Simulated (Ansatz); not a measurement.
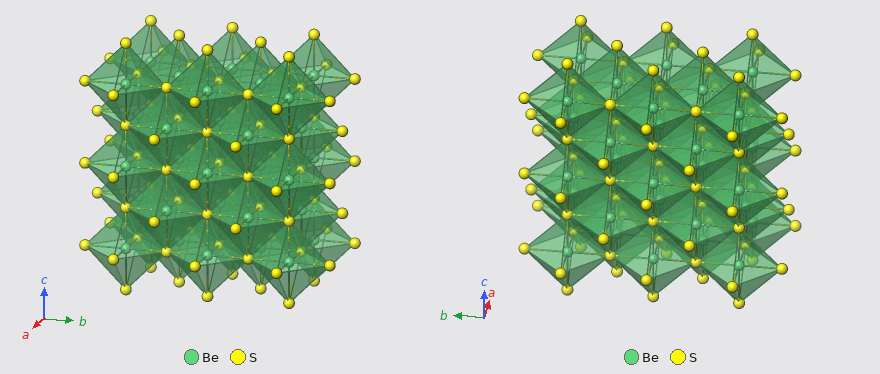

Polyhedra are drawn about Be (bonds: Be–S below 2.6 Å); other atoms are plain spheres. Two views of the same piece.

The compound is BeS (space group Fm-3m, No. 225), taken as the input geometry of an electronic-structure calculation (not necessarily at equilibrium); the starting structure was generated, so it need not be a known form of this composition.

**What figure surrounds each Be atom, and what does it share with the other drawn polyhedra?**

Be: BeS6 octahedron, sharing corners with six neighbours and edges with twelve neighbours.

**What is the connectivity of the polyhedra: isolated, groups, chains, layers or framework?**

They form a three-dimensional framework of corner- and edge-sharing octahedra.

**How far apart are the centres of linked polyhedra?**

Centre to centre across a shared corner: 4.63 Å; across a shared edge: 3.28 Å.
